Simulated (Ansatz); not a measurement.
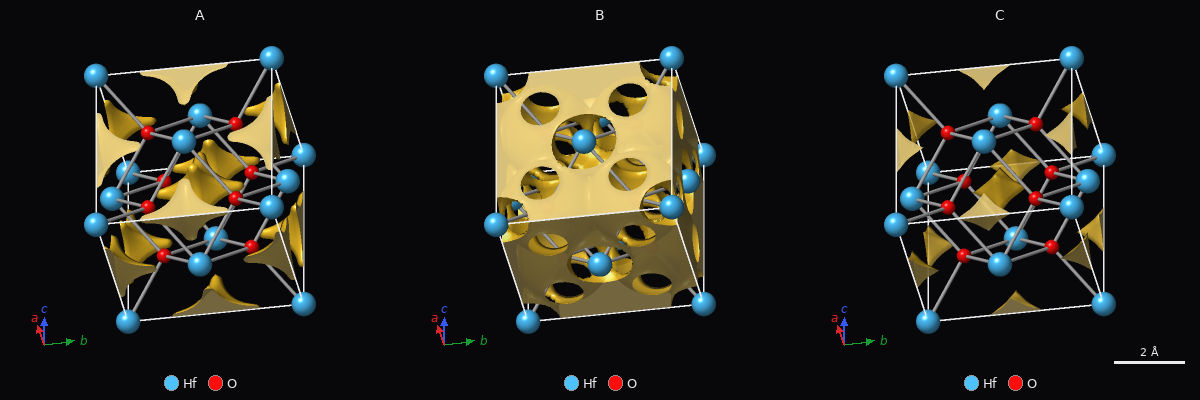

Three surfaces of the space that a probe's centre can reach in HfO$_{2}$ (Fm-3m), computed for probe radii of 0.10, 0.40, 0.55 Å, in shuffled order. Pale faces close the region where the drawn box cuts it.

The atoms' radii are Shannon crystal radii (six-coordinate where tabulated): Hf 0.85 Å, O 1.26 Å.

The cell is taken from a calculation's input that goes back to an entry of the Crystallography Open Database (an earlier step may have relaxed or displaced it).

```yaml
crystal:
  lattice:
    - [5.11500, 0.00000, 0.00000]
    - [0.00000, 5.11500, 0.00000]
    - [0.00000, 0.00000, 5.11500]
  atoms:
    - { symbol: Hf, position: [0.00000, 0.00000, 0.00000] }
    - { symbol: O, position: [0.25000, 0.75000, 0.75000] }
    - { symbol: O, position: [0.25000, 0.25000, 0.75000] }
    - { symbol: Hf, position: [0.00000, 0.50000, 0.50000] }
    - { symbol: O, position: [0.25000, 0.25000, 0.25000] }
    - { symbol: O, position: [0.25000, 0.75000, 0.25000] }
    - { symbol: Hf, position: [0.50000, 0.00000, 0.50000] }
    - { symbol: O, position: [0.75000, 0.75000, 0.25000] }
    - { symbol: O, position: [0.75000, 0.25000, 0.25000] }
    - { symbol: Hf, position: [0.50000, 0.50000, 0.00000] }
    - { symbol: O, position: [0.75000, 0.25000, 0.75000] }
    - { symbol: O, position: [0.75000, 0.75000, 0.75000] }
```

Q: Which panel belongs to which radius, and what does each show?

A: B: 0.10 Å, a three-dimensional network, 28 % of the volume. A: 0.40 Å, isolated pockets that do not connect across cells, 5.3 % of the volume. C: 0.55 Å, isolated pockets that do not connect across cells, 1.7 % of the volume. The larger the probe, the smaller the space left to it.
